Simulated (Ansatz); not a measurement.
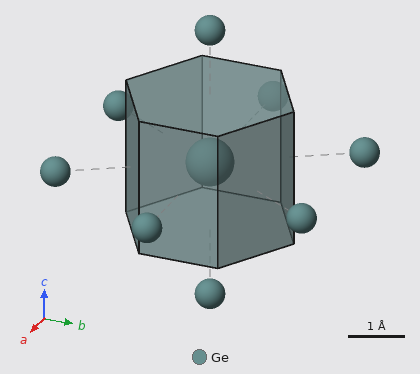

Voronoi–Dirichlet polyhedron, computed geometrically; every face belongs to one neighbour and no atomic radii are used. Central atom: Ge (2c) in Ge; faces take the colour of the neighbour behind them. Geometry: the structure of a calculation's input, shown in its standard cell.

Ge, space group Cmmm (No. 65), a = 2.899 Å, b = 4.828 Å, c = 2.654 Å, α = 90.00°, β = 90.00°, γ = 90.00°

```json
{"site": "Ge", "Wyckoff": "2c", "x": "0.0000", "y": "0.5000", "z": "0.5000"}
```

**What is the volume of this Voronoi cell?**

18.6 Å³, equal to the mean volume per atom.

**How many faces does the cell have, and of which kinds?**

8 faces, index ⟨0,6,0,2⟩: topologically a hexagonal prism.

**Tabulate the neighbours by distance and solid angle.**

```json
{"neighbour": "Ge", "faces": "2", "distance (Å)": "2.65", "solid angle (% of sphere)": "33.5"}
{"neighbour": "Ge", "faces": "4", "distance (Å)": "2.82", "solid angle (% of sphere)": "45.9"}
{"neighbour": "Ge", "faces": "2", "distance (Å)": "2.90", "solid angle (% of sphere)": "20.6"}
```
